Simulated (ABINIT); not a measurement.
# Run report: Au, optical-spectrum calculation (part 1 of 2)

Au (P6₃/mmc, 2 atoms in the cell), computed with Kohn-Sham DFT of a periodic cell, PBEsol, PseudoDojo NC SR PBEsol v0.4.1 standard, no spin polarisation (ABINIT 10.8.3).

The structure derives from an entry of the Crystallography Open Database.

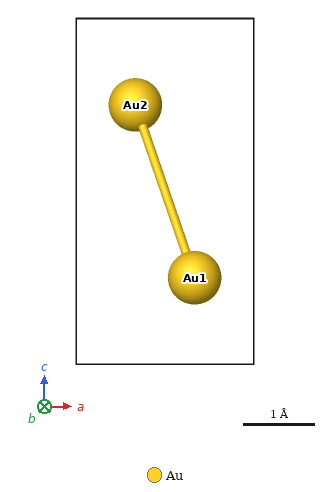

Fig. 1: The structure as given in the input (ball-and-stick view of the cell of the calculation, along the b axis; atoms are numbered from 1 in the order of the input). An atom can appear more than once, as a periodic image. Near neighbours in the periodic cell (some may lie outside the picture): Au has 12 Au at 2.90 to 2.96 Å.

**The input**
```
ndtset 3

pp_dirpath "./"
pseudos "Au.upf"

acell 3*1.0 Angstrom
rprim
     2.9000000000     0.0000000000     0.0000000000
    -1.4500000000     2.5114736710     0.0000000000
     0.0000000000     0.0000000000     4.8800000000
ntypat 1
znucl 79
natom 2
typat 1 1
xred
            2/3            1/3            1/4
            1/3            2/3            3/4

ecut 870.764360 eV

ngkpt 18 18 10
nshiftk 1
shiftk 0.0 0.0 0.5
istwfk *1

ixc -116133

occopt 6
tsmear 0.00367493

nstep 80

iomode 3
prteig 0
prtebands 0

nband1 23
tolvrs1 1.0e-12
prtden1 1
prtwf1 0
kptopt1 1

iscf2 -3
getden2 1
nband2 29
nbdbuf2 4
tolwfr2 1.0e-12
nstep2 120
prtden2 0
kptopt2 1

optdriver3 8
wfk_task3 "wfk_optics_fullbz"
getwfk3 2
nband3 25
kptopt3 1
prtevk3 1
inclvkb3 2
```

**File optic.abi**
```
&FILES
 ddkfile_1 = 'runo_DS3_1_EVK.nc',
 ddkfile_2 = 'runo_DS3_2_EVK.nc',
 ddkfile_3 = 'runo_DS3_3_EVK.nc',
 wfkfile = 'runo_DS3_WFK.nc'
/
&PARAMETERS
 broadening = 0.005512,
 domega = 0.002,
 maxomega = 0.8,
 scissor = 0.000000,
 tolerance = 0.002
/
&COMPUTATIONS
 num_lin_comp = 2,
 lin_comp = 11,33,
 num_nonlin_comp = 0
/
```

Launch command:
```bash
mpirun --bind-to none -np 4 abinit run.abi > log 2>&1
optic optic.abi > optic.log 2>&1
```

**What the program printed**
```
.Version 10.8.3 of ABINIT
 DATASET    1 : space group P6_3/m m c (#194); Bravais hP (primitive hexag.)
================================================================================
 Values of the parameters that define the memory need for DATASET  1.
     intxc =       0    ionmov =       0      iscf =       7    lmnmax =       7
     lnmax =       7     mgfft =      48  mpssoang =       4    mqgrid =    3001
     natom =       2  nloc_mem =       1    nspden =       1   nspinor =       1
    nsppol =       1      nsym =      24    n1xccc =    2501    ntypat =       1
    occopt =       6   xclevel =       2
       mpw =        2097          nfft =       43200          nkpt =         185
================================================================================
================================================================================

 DATASET    2 : space group P6_3/m m c (#194); Bravais hP (primitive hexag.)
================================================================================
 Values of the parameters that define the memory need for DATASET  2.
     intxc =       0    ionmov =       0      iscf =      -3    lmnmax =       7
     lnmax =       7     mgfft =      48  mpssoang =       4    mqgrid =    3001
     natom =       2  nloc_mem =       1    nspden =       1   nspinor =       1
    nsppol =       1      nsym =      24    n1xccc =    2501    ntypat =       1
    occopt =       6   xclevel =       2
       mpw =        2097          nfft =       43200          nkpt =         185
================================================================================
================================================================================

 DATASET    3 : space group P6_3/m m c (#194); Bravais hP (primitive hexag.)
================================================================================
 Values of the parameters that define the memory need for DATASET  3.
     intxc =       0    ionmov =       0      iscf =       7    lmnmax =       7
     lnmax =       7     mgfft =      48  mpssoang =       4    mqgrid =    3001
     natom =       2  nloc_mem =       1    nspden =       1   nspinor =       1
    nsppol =       1      nsym =      24    n1xccc =    2501    ntypat =       1
    occopt =       6   xclevel =       2
       mpw =        2097          nfft =       43200          nkpt =         185
================================================================================
================================================================================

--------------------------------------------------------------------------------
------------- Echo of variables that govern the present computation ------------
--------------------------------------------------------------------------------
 -outvars: echo values of preprocessed input variables --------
            acell      1.8897261259E+00  1.8897261259E+00  1.8897261259E+00 Bohr
              amu      1.96966540E+02
             ecut      3.20000000E+01 Hartree
           getden1          0
           getden2          1
           getden3          0
           getwfk1          0
           getwfk2          0
           getwfk3          2
             iscf1          7
             iscf2         -3
             iscf3          7
              ixc     -116133
           jdtset        1    2    3
                       outvar_i_n : Printing only first  50 k-points.
         kptrlatt       18    0    0      0   18    0      0    0   10
          kptrlen      9.22186349E+01
            natom           2
            nband1         23
            nband2         29
            nband3         25
           nbdbuf1          0
           nbdbuf2          4
           nbdbuf3          0
           ndtset           3
            ngfft          30      30      48
             nkpt         185
            nstep1         80
            nstep2        120
            nstep3         80
             nsym          24
           ntypat           1
                       prtocc : prtvol=0, do not print more k-points.
                       prtocc : prtvol=0, do not print more k-points.
                       prtocc : prtvol=0, do not print more k-points.
           occopt           6
        optdriver1          0
        optdriver2          0
        optdriver3          8
           prtden1          1
           prtden2          0
           prtden3          1
        prtebands           0
           prteig           0
           prtevk1          0
           prtevk2          0
           prtevk3          1
            prtwf1          0
            prtwf2          1
            prtwf3          1
            rprim      2.9000000000E+00  0.0000000000E+00  0.0000000000E+00
                      -1.4500000000E+00  2.5114736710E+00  0.0000000000E+00
                       0.0000000000E+00  0.0000000000E+00  4.8800000000E+00
           shiftk      0.00000000E+00  0.00000000E+00  5.00000000E-01
          spgroup         194
           tolvrs1     1.00000000E-12
           tolvrs2     0.00000000E+00
           tolvrs3     0.00000000E+00
           tolwfr1     0.00000000E+00
           tolwfr2     1.00000000E-12
           tolwfr3     0.00000000E+00
           tsmear      3.67493000E-03 Hartree
            typat      1  1
         wfk_task1          0
         wfk_task2          0
         wfk_task3          7
                       outvars : Printing only first  50 k-points.
           xangst      1.4500000000E+00  8.3715789033E-01  1.2200000000E+00
                      -1.0179385603E-17  1.6743157807E+00  3.6600000000E+00
            xcart      2.7401028826E+00  1.5819991369E+00  2.3054658736E+00
                      -1.9236250921E-17  3.1639982737E+00  6.9163976208E+00
             xred      6.6666666667E-01  3.3333333333E-01  2.5000000000E-01
                       3.3333333333E-01  6.6666666667E-01  7.5000000000E-01
            znucl       79.00000

================================================================================

 chkinp: Checking input parameters for consistency, jdtset=   1.

 chkinp: Checking input parameters for consistency, jdtset=   2.

 chkinp: Checking input parameters for consistency, jdtset=   3.

================================================================================
== DATASET  1 ==================================================================

--- !DatasetInfo
iteration_state: {dtset: 1, }
dimensions: {natom: 2, nkpt: 185, mband: 23, nsppol: 1, nspinor: 1, nspden: 1, mpw: 2097, }
cutoff_energies: {ecut:  32.0, pawecutdg:  -1.0, }
electrons: {nelect:   3.80000000E+01, charge:   0.00000000E+00, occopt:   6.00000000E+00, tsmear:   3.67493000E-03, }
meta: {optdriver: 0, ionmov: 0, optcell: 0, iscf: 7, paral_kgb: 0, }
...

 Real(R)+Recip(G) space primitive vectors, cartesian coordinates (Bohr,Bohr^-1):
 R(1)=  5.4802058  0.0000000  0.0000000  G(1)=  0.1824749  0.1053519  0.0000000
 R(2)= -2.7401029  4.7459974  0.0000000  G(2)=  0.0000000  0.2107039  0.0000000
 R(3)=  0.0000000  0.0000000  9.2218635  G(3)=  0.0000000  0.0000000  0.1084380
 Unit cell volume ucvol=  2.3985184E+02 bohr^3
 Angles (23,13,12)=  9.00000000E+01  9.00000000E+01  1.20000000E+02 degrees

 getcut: wavevector=  0.0000  0.0000  0.0000  ngfft=  30  30  48
         ecut(hartree)=     32.000   => boxcut(ratio)=   2.04401

--- Pseudopotential description ------------------------------------------------
- pspini: atom type   1  psp file is ./Au.upf
  79.00000  19.00000  180301                  znucl, zion, pspdat
12 -116133 3 -1 1340                          pspcod,pspxc,lmax,lloc,mmax
     nproj     2     2     2     1

   2.44866583E+03                                ecore*ucvol(ha*bohr**3)
--------------------------------------------------------------------------------

================================================================================

--- !BeginCycle
iteration_state: {dtset: 1, }
solver: {iscf: 7, nstep: 80, nline: 4, wfoptalg: 0, }
tolerances: {tolvrs: 1.00E-12, }
...

     iter   Etot(hartree)      deltaE(h)  residm     vres2
 ETOT  1  -294.62451374988    -2.946E+02 2.323E-01 9.636E+01
 ETOT  2  -294.81549260090    -1.910E-01 1.079E-01 7.056E+01
 ETOT  3  -294.84143729164    -2.594E-02 5.337E-03 1.446E-02
 ETOT  4  -294.84144996169    -1.267E-05 2.755E-03 1.703E-04
 ETOT  5  -294.84144999724    -3.555E-08 2.915E-03 6.999E-06
 ETOT  6  -294.84144999899    -1.748E-09 8.656E-04 2.860E-07
 ETOT  7  -294.84144999905    -6.446E-11 4.501E-04 6.628E-09
 ETOT  8  -294.84144999904     9.095E-12 1.410E-04 1.334E-11
 ETOT  9  -294.84144999905    -8.299E-12 1.209E-04 1.020E-13

 At SCF step    9       vres2   =  1.02E-13 < tolvrs=  1.00E-12 =>converged.

 Cartesian components of stress tensor (hartree/bohr^3)
  sigma(1 1)=  2.71340457E-04  sigma(3 2)=  0.00000000E+00
  sigma(2 2)=  2.71340456E-04  sigma(3 1)=  0.00000000E+00
  sigma(3 3)=  3.00713849E-04  sigma(2 1)=  0.00000000E+00

--- !ResultsGS
iteration_state: {dtset: 1, }
comment   : Summary of ground state results
lattice_vectors:
- [  5.4802058,   0.0000000,   0.0000000, ]
- [ -2.7401029,   4.7459974,   0.0000000, ]
- [  0.0000000,   0.0000000,   9.2218635, ]
lattice_lengths: [   5.48021,    5.48021,    9.22186, ]
lattice_angles: [ 90.000,  90.000, 120.000, ] # degrees, (23, 13, 12)
lattice_volume:   2.3985184E+02
convergence: {deltae: -8.299E-12, res2:  1.020E-13, residm:  1.209E-04, diffor: null, }
etotal    :  -2.94841450E+02
entropy   :   0.00000000E+00
fermie    :   4.42608012E-01
cartesian_stress_tensor: # hartree/bohr^3
- [  2.71340457E-04,   0.00000000E+00,   0.00000000E+00, ]
- [  0.00000000E+00,   2.71340456E-04,   0.00000000E+00, ]
- [  0.00000000E+00,   0.00000000E+00,   3.00713849E-04, ]
pressure_GPa:  -8.2712E+00
xred      :
- [  6.6667E-01,   3.3333E-01,   2.5000E-01, Au]
- [  3.3333E-01,   6.6667E-01,   7.5000E-01, Au]
cartesian_forces: # hartree/bohr
- [ -2.45670084E-29,  -1.41837689E-29,  -0.00000000E+00, ]
- [  2.45670084E-29,   1.41837689E-29,  -0.00000000E+00, ]
force_length_stats: {min:   2.83675378E-29, max:   2.83675378E-29, mean:   2.83675378E-29, }
...

 Integrated electronic density in atomic spheres:
```
